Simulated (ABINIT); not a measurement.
Effective mass calculation of PtS2 (part 2 of 2)

PtS2 (3 atoms in the cell); Kohn-Sham DFT of a periodic cell, PBEsol, PseudoDojo NC SR PBEsol v0.4.1 standard, no spin polarisation (ABINIT 10.8.3); cutoff 1034.03 eV, 6×6×4 k-mesh, fixed occupations. The structure derives from an entry of the Crystallography Open Database. The geometry was changed: volume scaled by 1.04.

Geometry of the input (Å; fractional positions):
```
3.5898  0.0000  0.0000
-1.7949  3.1089  0.0000
0.0000  0.0000  5.1051
Pt 0.0000  0.0000  0.0000
S  0.3333  0.6667  0.2500
S  0.6667  0.3333  0.7500
```

### The program's output, continued
```
-Cartesian components of stress tensor (GPa)         [Pressure= -7.9634E+00 GPa]
- sigma(1 1)=  7.83796500E+00  sigma(3 2)=  0.00000000E+00
- sigma(2 2)=  7.83796541E+00  sigma(3 1)=  0.00000000E+00
- sigma(3 3)=  8.21435578E+00  sigma(2 1)=  6.69284810E-09

================================================================================
== DATASET  2 ==================================================================

--- !DatasetInfo
iteration_state: {dtset: 2, }
dimensions: {natom: 3, nkpt: 2, mband: 20, nsppol: 1, nspinor: 1, nspden: 1, mpw: 4335, }
cutoff_energies: {ecut:  38.0, pawecutdg:  -1.0, }
electrons: {nelect:   3.00000000E+01, charge:   0.00000000E+00, occopt:   1.00000000E+00, tsmear:   1.00000000E-02, }
meta: {optdriver: 0, ionmov: 0, optcell: 0, iscf: -2, paral_kgb: 0, }
...

 mkfilename : getden/=0, take file _DEN from output of DATASET   1.

 Real(R)+Recip(G) space primitive vectors, cartesian coordinates (Bohr,Bohr^-1):
 R(1)=  6.7837879  0.0000000  0.0000000  G(1)=  0.1474103  0.0851074  0.0000000
 R(2)= -3.3918939  5.8749326  0.0000000  G(2)=  0.0000000  0.1702147  0.0000000
 R(3)=  0.0000000  0.0000000  9.6472554  G(3)=  0.0000000  0.0000000  0.1036564
 Unit cell volume ucvol=  3.8448458E+02 bohr^3
 Angles (23,13,12)=  9.00000000E+01  9.00000000E+01  1.20000000E+02 degrees

 getcut: wavevector=  0.0000  0.0000  0.0000  ngfft=  40  40  54
         ecut(hartree)=     38.000   => boxcut(ratio)=   2.01713
--------------------------------------------------------------------------------

================================================================================
 Non-SCF case, kpt    1 (  0.00000  0.00000  0.00000), residuals and eigenvalues=
  4.17E-21  4.57E-21  7.01E-21  2.86E-21  3.20E-21  8.94E-21  6.48E-21  4.63E-21
  2.90E-21  2.80E-21  6.53E-21  6.61E-21  8.24E-21  9.33E-21  9.50E-21  7.31E-21
  2.75E-21  7.41E-21  2.97E-19  1.48E-19
 -3.3896E+00 -1.7022E+00 -1.7022E+00 -1.7004E+00 -2.8272E-01 -1.8537E-01
  1.7166E-02  3.9710E-02  3.9710E-02  1.3385E-01  1.3385E-01  1.8752E-01
  2.2664E-01  2.2664E-01  2.6693E-01  3.2806E-01  3.2806E-01  4.2831E-01
  4.4192E-01  5.5445E-01
 Non-SCF case, kpt    2 ( -0.28571  0.00000  0.25000), residuals and eigenvalues=
  4.36E-21  2.09E-21  1.97E-21  5.90E-21  8.23E-21  6.39E-21  6.63E-21  7.90E-21
  4.25E-21  5.63E-21  2.72E-21  3.88E-21  7.59E-21  5.29E-21  9.72E-21  4.92E-21
  5.99E-21  8.94E-21  6.83E-18  1.07E-07
 -3.3896E+00 -1.7026E+00 -1.7023E+00 -1.7003E+00 -2.4635E-01 -2.0174E-01
  2.7651E-02  5.2872E-02  6.0950E-02  9.2197E-02  1.2666E-01  1.5350E-01
  2.1029E-01  2.1633E-01  2.5177E-01  2.8034E-01  3.1397E-01  4.3666E-01
  4.9296E-01  5.7741E-01

--- !ResultsGS
iteration_state: {dtset: 2, }
comment   : Summary of ground state results
lattice_vectors:
- [  6.7837879,   0.0000000,   0.0000000, ]
- [ -3.3918939,   5.8749326,   0.0000000, ]
- [  0.0000000,   0.0000000,   9.6472554, ]
lattice_lengths: [   6.78379,    6.78379,    9.64726, ]
lattice_angles: [ 90.000,  90.000, 120.000, ] # degrees, (23, 13, 12)
lattice_volume:   3.8448458E+02
convergence: {deltae:  0.000E+00, res2:  0.000E+00, residm:  9.717E-21, diffor:  0.000E+00, }
etotal    :  -1.52632684E+02
entropy   :   0.00000000E+00
fermie    :   2.66926481E-01
cartesian_stress_tensor: null
pressure_GPa: null
xred      :
- [  0.0000E+00,   0.0000E+00,   0.0000E+00, Pt]
- [  3.3333E-01,   6.6667E-01,   2.5000E-01,  S]
- [  6.6667E-01,   3.3333E-01,   7.5000E-01,  S]
cartesian_forces: null
force_length_stats: {min: null, max: null, mean: null, }
...

 Integrated electronic density in atomic spheres:
 ------------------------------------------------
 Atom  Sphere_radius  Integrated_density
    1        2.00000         14.46832263
    2        2.00000          3.82420067
    3        2.00000          3.82420067
================================================================================

 ----iterations are completed or convergence reached----

 Mean square residual over all n,k,spin=   57.681E-22; max=  97.165E-22
 reduced coordinates (array xred) for    3 atoms
       0.000000000000      0.000000000000      0.000000000000
       0.333333333333      0.666666666667      0.250000000000
       0.666666666667      0.333333333333      0.750000000000

 cartesian coordinates (angstrom) at end:
    1      0.00000000000000     0.00000000000000     0.00000000000000
    2     -0.00000000005130     2.07258696751176     1.27627692380000
    3      1.79491296677435     1.03629348375588     3.82883077140000
 length scales=  6.783787854185  6.783787850406  9.647255387192 bohr
              =  3.589825933600  3.589825931600  5.105107695200 angstroms
 Eigenvalues (hartree) for nkpt=   2  k points:
 kpt#   1, nband= 20, wtk=  1.00000, kpt=  0.0000  0.0000  0.0000 (reduced coord)
  -3.38956   -1.70221   -1.70221   -1.70037   -0.28272   -0.18537    0.01717    0.03971
   0.03971    0.13385    0.13385    0.18752    0.22664    0.22664    0.26693    0.32806
   0.32806    0.42831    0.44192    0.55445
 kpt#   2, nband= 20, wtk=  1.00000, kpt= -0.2857  0.0000  0.2500 (reduced coord)
  -3.38956   -1.70261   -1.70231   -1.70032   -0.24635   -0.20174    0.02765    0.05287
   0.06095    0.09220    0.12666    0.15350    0.21029    0.21633    0.25177    0.28034
   0.31397    0.43666    0.49296    0.57741

================================================================================
== DATASET  3 ==================================================================

--- !DatasetInfo
iteration_state: {dtset: 3, }
dimensions: {natom: 3, nkpt: 2, mband: 20, nsppol: 1, nspinor: 1, nspden: 1, mpw: 4335, }
cutoff_energies: {ecut:  38.0, pawecutdg:  -1.0, }
electrons: {nelect:   3.00000000E+01, charge:   0.00000000E+00, occopt:   1.00000000E+00, tsmear:   1.00000000E-02, }
meta: {optdriver: 1, rfelfd: 2, }
...

 mkfilename : getwfk/=0, take file _WFK from output of DATASET   2.

 mkfilename : getden/=0, take file _DEN from output of DATASET   1.

 Real(R)+Recip(G) space primitive vectors, cartesian coordinates (Bohr,Bohr^-1):
 R(1)=  6.7837879  0.0000000  0.0000000  G(1)=  0.1474103  0.0851074  0.0000000
 R(2)= -3.3918939  5.8749326  0.0000000  G(2)=  0.0000000  0.1702147  0.0000000
 R(3)=  0.0000000  0.0000000  9.6472554  G(3)=  0.0000000  0.0000000  0.1036564
 Unit cell volume ucvol=  3.8448458E+02 bohr^3
 Angles (23,13,12)=  9.00000000E+01  9.00000000E+01  1.20000000E+02 degrees
 setup1 : take into account q-point for computing boxcut.

 getcut: wavevector=  0.0000  0.0000  0.0000  ngfft=  40  40  54
         ecut(hartree)=     38.000   => boxcut(ratio)=   2.01713

--- Pseudopotential description ------------------------------------------------
- pspini: atom type   1  psp file is ./Pt.upf
  78.00000  18.00000  180301                  znucl, zion, pspdat
12 -116133 3 -1 1358                          pspcod,pspxc,lmax,lloc,mmax
     nproj     2     2     2     2

- pspini: atom type   2  psp file is ./S.upf
  16.00000   6.00000  180301                  znucl, zion, pspdat
12 -116133 2 -1 1146                          pspcod,pspxc,lmax,lloc,mmax
     nproj     2     2     2     0

--------------------------------------------------------------------------------

 ==>  initialize data related to q vector <==

 The list of irreducible perturbations for this q vector is:
    1)    idir= 1    ipert=   4
    2)    idir= 2    ipert=   4
    3)    idir= 3    ipert=   4

================================================================================

--------------------------------------------------------------------------------
 Perturbation wavevector (in red.coord.)   0.000000  0.000000  0.000000
 Perturbation : derivative vs k along direction   1
 The set of symmetries contains only one element for this perturbation.
 symkpt : not enough symmetry to change the number of k points.

--------------------------------------------------------------------------------

--------------------------------------------------------------------------------

 Initialisation of the first-order wave-functions :
  ireadwf=   0

--- !BeginCycle
iteration_state: {dtset: 3, }
solver: {iscf: -3, nstep: 200, nline: 4, wfoptalg: 0, }
tolerances: {tolwfr: 1.00E-20, }
...

     iter   2DEtotal(Ha)        deltaE(Ha) residm    vres2
-ETOT  1  -42.515678576154     -4.252E+01 1.417E-01 0.000E+00
 ETOT  2  -42.535886868207     -2.021E-02 8.784E-04 0.000E+00
 ETOT  3  -42.535933894891     -4.703E-05 2.238E-05 0.000E+00
 ETOT  4  -42.535934050996     -1.561E-07 1.903E-07 0.000E+00
 ETOT  5  -42.535934051599     -6.033E-10 4.319E-09 0.000E+00
 ETOT  6  -42.535934051601     -2.473E-12 5.541E-11 0.000E+00
 ETOT  7  -42.535934051601      4.974E-14 9.652E-13 0.000E+00
 ETOT  8  -42.535934051601      9.237E-14 1.716E-14 0.000E+00
 ETOT  9  -42.535934051601     -7.105E-14 2.841E-16 0.000E+00
 ETOT 10  -42.535934051601      2.132E-14 6.917E-18 0.000E+00
 ETOT 11  -42.535934051601      2.132E-14 1.253E-19 0.000E+00
 ETOT 12  -42.535934051601     -2.132E-14 9.605E-21 0.000E+00

 At SCF step   12   max residual=  9.61E-21 < tolwfr=  1.00E-20 =>converged.
================================================================================

 ----iterations are completed or convergence reached----

 Mean square residual over all n,k,spin=   43.063E-22; max=  96.053E-22
 dfpt_looppert : ek2=    6.8628610803E+01
          f-sum rule ratio=    1.2408611725E+00
 Expectation of eigenvalue derivatives (hartree) for nkpt=   2  k points:
  (in case of degenerate eigenvalues, averaged derivative)
 kpt#   1, nband= 20, wtk=  0.50000, kpt=  0.0000  0.0000  0.0000 (reduced coord)
  -0.00000    0.00000    0.00000    0.00000    0.00000   -0.00000   -0.00000    0.00000
   0.00000    0.00000    0.00000    0.00000    0.00000    0.00000   -0.00000    0.00000
   0.00000    0.00000   -0.00000    0.00000
 prteigrs : prtvol=0 or 1, do not print more k-points.

 2DEtotal=   -0.4253593405E+02 Ha. Also 2DEtotal=   -0.115746173081E+04 eV
    (  non-var. 2DEtotal :   -4.2535934051E+01 Ha)

--------------------------------------------------------------------------------
 Perturbation wavevector (in red.coord.)   0.000000  0.000000  0.000000
 Perturbation : derivative vs k along direction   2
 The set of symmetries contains only one element for this perturbation.
 symkpt : not enough symmetry to change the number of k points.

--------------------------------------------------------------------------------

--------------------------------------------------------------------------------

 Initialisation of the first-order wave-functions :
  ireadwf=   0

--- !BeginCycle
iteration_state: {dtset: 3, }
solver: {iscf: -3, nstep: 200, nline: 4, wfoptalg: 0, }
tolerances: {tolwfr: 1.00E-20, }
...

     iter   2DEtotal(Ha)        deltaE(Ha) residm    vres2
-ETOT  1  -43.187918751019     -4.319E+01 1.198E-01 0.000E+00
 ETOT  2  -43.209991477851     -2.207E-02 4.489E-04 0.000E+00
 ETOT  3  -43.210040832855     -4.936E-05 7.157E-06 0.000E+00
 ETOT  4  -43.210041003235     -1.704E-07 9.668E-08 0.000E+00
 ETOT  5  -43.210041003925     -6.899E-10 2.273E-09 0.000E+00
 ETOT  6  -43.210041003928     -3.183E-12 3.427E-11 0.000E+00
 ETOT  7  -43.210041003928      9.237E-14 8.474E-13 0.000E+00
 ETOT  8  -43.210041003928     -1.208E-13 1.338E-14 0.000E+00
 ETOT  9  -43.210041003928      5.684E-14 3.432E-16 0.000E+00
 ETOT 10  -43.210041003928     -7.105E-15 5.507E-18 0.000E+00
 ETOT 11  -43.210041003928     -7.105E-15 1.582E-19 0.000E+00
 ETOT 12  -43.210041003928      7.105E-15 9.042E-21 0.000E+00

 At SCF step   12   max residual=  9.04E-21 < tolwfr=  1.00E-20 =>converged.
================================================================================

 ----iterations are completed or convergence reached----

 Mean square residual over all n,k,spin=   53.819E-22; max=  90.424E-22
 dfpt_looppert : ek2=    6.8628610881E+01
          f-sum rule ratio=    1.2631386078E+00
 Expectation of eigenvalue derivatives (hartree) for nkpt=   2  k points:
  (in case of degenerate eigenvalues, averaged derivative)
 kpt#   1, nband= 20, wtk=  0.50000, kpt=  0.0000  0.0000  0.0000 (reduced coord)
   0.00000   -0.00000   -0.00000   -0.00000    0.00000   -0.00000   -0.00000    0.00000
   0.00000    0.00000    0.00000   -0.00000    0.00000    0.00000   -0.00000    0.00000
   0.00000    0.00000   -0.00000    0.00000
 prteigrs : prtvol=0 or 1, do not print more k-points.

 2DEtotal=   -0.4321004100E+02 Ha. Also 2DEtotal=   -0.117580511546E+04 eV
    (  non-var. 2DEtotal :   -4.3210041004E+01 Ha)

--------------------------------------------------------------------------------
 Perturbation wavevector (in red.coord.)   0.000000  0.000000  0.000000
 Perturbation : derivative vs k along direction   3
 The set of symmetries contains only one element for this perturbation.
 symkpt : not enough symmetry to change the number of k points.

--------------------------------------------------------------------------------

--------------------------------------------------------------------------------

 Initialisation of the first-order wave-functions :
  ireadwf=   0

--- !BeginCycle
iteration_state: {dtset: 3, }
solver: {iscf: -3, nstep: 200, nline: 4, wfoptalg: 0, }
tolerances: {tolwfr: 1.00E-20, }
...

     iter   2DEtotal(Ha)        deltaE(Ha) residm    vres2
-ETOT  1  -16.130082098936     -1.613E+01 1.728E-02 0.000E+00
 ETOT  2  -16.137324222645     -7.242E-03 1.353E-04 0.000E+00
 ETOT  3  -16.137341032459     -1.681E-05 1.237E-06 0.000E+00
 ETOT  4  -16.137341092522     -6.006E-08 1.461E-08 0.000E+00
 ETOT  5  -16.137341092769     -2.470E-10 2.089E-10 0.000E+00
 ETOT  6  -16.137341092770     -1.062E-12 2.513E-12 0.000E+00
 ETOT  7  -16.137341092770      7.105E-15 3.806E-14 0.000E+00
 ETOT  8  -16.137341092770      3.553E-15 4.713E-16 0.000E+00
 ETOT  9  -16.137341092770     -1.776E-14 7.264E-18 0.000E+00
 ETOT 10  -16.137341092770      1.066E-14 9.283E-20 0.000E+00
 ETOT 11  -16.137341092770      3.553E-15 8.836E-21 0.000E+00

 At SCF step   11   max residual=  8.84E-21 < tolwfr=  1.00E-20 =>converged.
================================================================================

 ----iterations are completed or convergence reached----

 Mean square residual over all n,k,spin=   48.668E-22; max=  88.359E-22
 dfpt_looppert : ek2=    2.5450917080E+01
          f-sum rule ratio=    1.2744843740E+00
 Expectation of eigenvalue derivatives (hartree) for nkpt=   2  k points:
  (in case of degenerate eigenvalues, averaged derivative)
 kpt#   1, nband= 20, wtk=  0.50000, kpt=  0.0000  0.0000  0.0000 (reduced coord)
   0.00000    0.00000    0.00000    0.00000   -0.00000    0.00000   -0.00000   -0.00000
  -0.00000    0.00000    0.00000   -0.00000    0.00000    0.00000   -0.00000   -0.00000
  -0.00000    0.00000   -0.00000   -0.00000
 prteigrs : prtvol=0 or 1, do not print more k-points.

 2DEtotal=   -0.1613734109E+02 Ha. Also 2DEtotal=   -0.439119421459E+03 eV
    (  non-var. 2DEtotal :   -1.6137341093E+01 Ha)

 CALCULATION OF EFFECTIVE MASSES
 NOTE : Additional infos (eff. mass eigenvalues, eigenvectors and, if degenerate, average mass) are available in stdout.

 K-point ( 0.000, 0.000, 0.000) | band =    15
 Effective mass tensor:
             -1.2775314918              0.0000000002              0.0000000002
              0.0000000002             -1.2775315150             -0.0000000060
              0.0000000002             -0.0000000060             -0.3300021760
 Effective mass tensor eigenvalues:
             -1.2775315150             -1.2775314918             -0.3300021760
 Angular average effective mass 1/(<1/m>)=  -0.6527696117
 Angular average effective mass for Frohlich model (<m**0.5>)**2=  -0.7496513970
 Effective masses along directions: (cart. coord. / red. coord. -> eff. mass)
    1:   1.000000  0.000000  0.000000 /   0.894427 -0.447214  0.000000 ->  -1.2775314918
    2:   0.000000  1.000000  0.000000 /   0.000000  1.000000  0.000000 ->  -1.2775315150
    3:   0.000000  0.000000  1.000000 /   0.000000  0.000000  1.000000 ->  -0.3300021760
    4:   0.707107  0.707107  0.000000 /   0.939071  0.343724  0.000000 ->  -1.2775315032
    5:   0.577350  0.577350  0.577350 /   0.562869  0.206024  0.800458 ->  -0.6527696156

 K-point (-0.286, 0.000, 0.250) | band =    16
 Effective mass tensor:
              0.5047091616             -0.4359025200              0.0441483821
             -0.4359025200              1.0080520700              0.0254835935
              0.0441483821              0.0254835935              0.2892115748
 Effective mass tensor eigenvalues:
              0.2170385642              0.3252152433              1.2597189989
 Angular average effective mass 1/(<1/m>)=   0.3539325807
 Angular average effective mass for Frohlich model (<m**0.5>)**2=   0.4004415882
 Effective masses along directions: (cart. coord. / red. coord. -> eff. mass)
    1:   1.000000  0.000000  0.000000 /   0.894427 -0.447214  0.000000 ->   0.3056689503
    2:   0.000000  1.000000  0.000000 /   0.000000  1.000000  0.000000 ->   0.6173944761
    3:   0.000000  0.000000  1.000000 /   0.000000  0.000000  1.000000 ->   0.2789425650
    4:   0.707107  0.707107  0.000000 /   0.939071  0.343724  0.000000 ->   0.2579917680
    5:   0.577350  0.577350  0.577350 /   0.562869  0.206024  0.800458 ->   0.3203725871

 END OF EFFECTIVE MASSES SECTION

================================================================================

 ---- first-order wavefunction calculations are completed ----

 Total localisation tensor (bohr^2) in cartesian coordinates
  WARNING : still subject to testing - especially symmetries.
      direction              matrix element
   alpha     beta       real part   imaginary part
     1        1       4.6528202519   -0.0000000000
     1        2      -1.6153965458   -0.0000000000
     1        3       0.0000000000    0.0000000000
     2        1      -1.6153965458   -0.0000000000
     2        2       2.7979488894    0.0000000000
     2        3       0.0000000000    0.0000000000
     3        1       0.0000000000    0.0000000000
     3        2       0.0000000000    0.0000000000
     3        3       3.3093909429   -0.0000000000

 respfn : d/dk was computed, but no 2DTE, so no DDB output.

== END DATASET(S) ==============================================================
================================================================================

 -outvars: echo values of variables after computation  --------
            acell      6.7837878542E+00  6.7837878504E+00  9.6472553872E+00 Bohr
           etotal1    -1.5263268380E+02
           etotal3    -1.6137341093E+01
            fcart1     2.0322486255E-26  1.9555321532E-26  2.3129646346E-18
                       0.0000000000E+00 -2.7377450145E-26 -1.9796308978E-02
                      -2.0322486255E-26  7.8221286123E-27  1.9796308978E-02
            rprim      1.0000000000E+00  0.0000000000E+00  0.0000000000E+00
                      -5.0000000030E-01  8.6602540360E-01  0.0000000000E+00
                       0.0000000000E+00  0.0000000000E+00  1.0000000000E+00
           strten1     2.6640701542E-04  2.6640702957E-04  2.7920027789E-04
                       0.0000000000E+00  0.0000000000E+00  2.2748528321E-13
           xangst      0.0000000000E+00  0.0000000000E+00  0.0000000000E+00
                      -5.1298472173E-11  2.0725869675E+00  1.2762769238E+00
                       1.7949129668E+00  1.0362934838E+00  3.8288307714E+00
             xred      0.0000000000E+00  0.0000000000E+00  0.0000000000E+00
                       3.3333333333E-01  6.6666666667E-01  2.5000000000E-01
                       6.6666666667E-01  3.3333333333E-01  7.5000000000E-01
 Calculation completed.
```

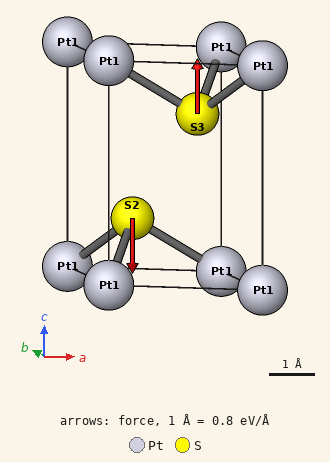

Forces on the atoms as red arrows (ball-and-stick view of the cell of the calculation, seen slightly off an axis; atoms are numbered from 1 in the order of the input). The largest act on S2, S3 (1.02 eV/Å). The geometry is not a stationary point of this energy.

### Key numbers

- outcome: converged
- space group (tolerance 0.01 Å): P-3m1 (164)
- electrons treated: 30
- free energy: −4153.3469 eV
- Fermi energy of the self-consistent step: 7.263 eV
- pressure: −7.96 GPa
- largest force (length of the vector): 1.018 eV/Å
- wall time: 3.1 min
- peak memory: 0.35 GiB

### Notes

Points of doubt noted for this run: mesh point may not be the band extremum. Spin–orbit coupling is left out, which matters for Pt. The cell is under a tension of 8.0 GPa at this level, so it is not at its equilibrium volume.
